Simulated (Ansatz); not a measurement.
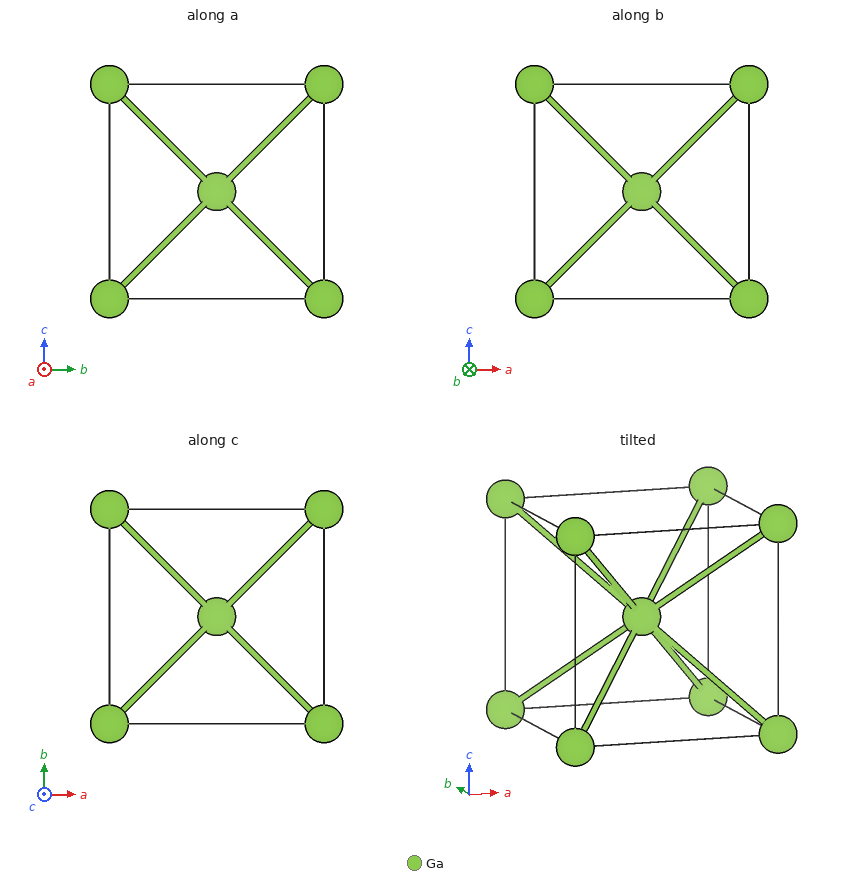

Ball-and-stick representation of a periodic structure, projected along the a axis, along the b axis, along the c axis and slightly off an axis. The conventional unit cell is drawn as a box.

Lattice parameters: a = 3.3065 Å, b = 3.3065 Å, c = 3.3065 Å, α = 90.000°, β = 90.000°, γ = 90.000°.

> Give the structure in the form of a CIF with its space group and independent sites.

```cif
data_structure
_symmetry_space_group_name_H-M 'I m -3 m'
_symmetry_Int_Tables_number 229
_cell_length_a 3.3065
_cell_length_b 3.3065
_cell_length_c 3.3065
_cell_angle_alpha 90.000
_cell_angle_beta 90.000
_cell_angle_gamma 90.000
_cell_volume 36.15
loop_
_atom_site_label
_atom_site_type_symbol
_atom_site_symmetry_multiplicity
_atom_site_Wyckoff_symbol
_atom_site_fract_x
_atom_site_fract_y
_atom_site_fract_z
_atom_site_occupancy
Ga1 Ga 2 a 0.0000 0.0000 0.0000 1
```

The cell started as a structure type filled with this element by a generator (whether the element takes this form wasn't checked). The cell was then strained or its atoms displaced on purpose. It was the input of a calculation with Ansatz.
